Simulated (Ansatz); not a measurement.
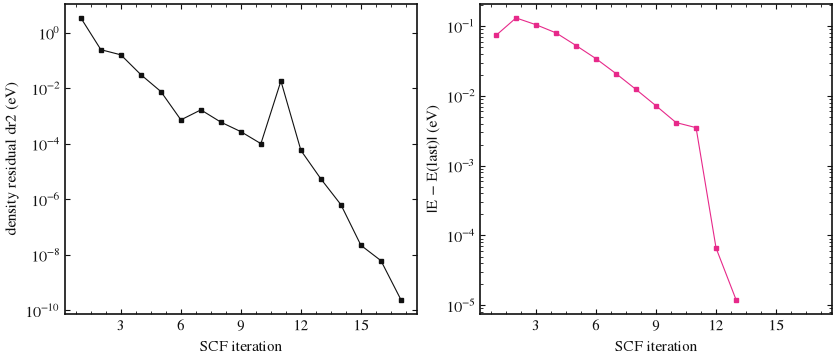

The plot shows the SCF iterations of a calculation: density residual dr2, distance of the Harris–Foulkes energy from its last value. Energy differences below 3 × 10⁻⁶ eV aren't drawn. dr2 is the charge part; the magnetisation has a residual of its own.

Program: Ansatz.

```
crystal:
  lattice:
    - [2.421291, 0.0, 0.0]
    - [0.0, 6.445952, 0.0]
    - [0.0, 0.0, 7.067043]
  atoms:
    - { symbol: Cu, position: [0.0, 0.5, 0.0] }
    - { symbol: O, position: [0.0, 0.5, 0.412435], spin: 1.0 }
    - { symbol: O, position: [0.0, 0.5, 0.587565], spin: 1.0 }
basis:
  ecutwfc: 420
kpoints:
  mp_grid: { grid: [18, 8, 6] }
hamiltonian:
  xc: pbe
  hubbard: { sites: [{ species: Cu, l: d, u_eff: 4.0 }] }
scf:
  occupations: { method: gaussian, width: 0.05 }
output:
  forces: true
  stress: true
  eigenvalues: true
  populations: true
magnetization:
  spin_polarized: true
```

Run as:
```bash
ansatz run input.yaml --threads 1 --pin off --max-ram 2560MiB --backend cpu --events-out ev --progress --plain --runs-dir out
```

> Did the calculation converge?

It converged, after 17 iterations. The residual falls unevenly and jumps up by a factor of two or more twice on the way down, most sharply at step 11 (by a factor of about 200). The program keeps the magnetisation out of the quasi-Newton mixer until iteration 9 and then restarts the mixer with it. The program put off closing at iteration 16, as the moment had not settled.

> Read the residual at the first and at the last step drawn.

It starts near 3 and ends near 2 × 10⁻¹⁰ eV.
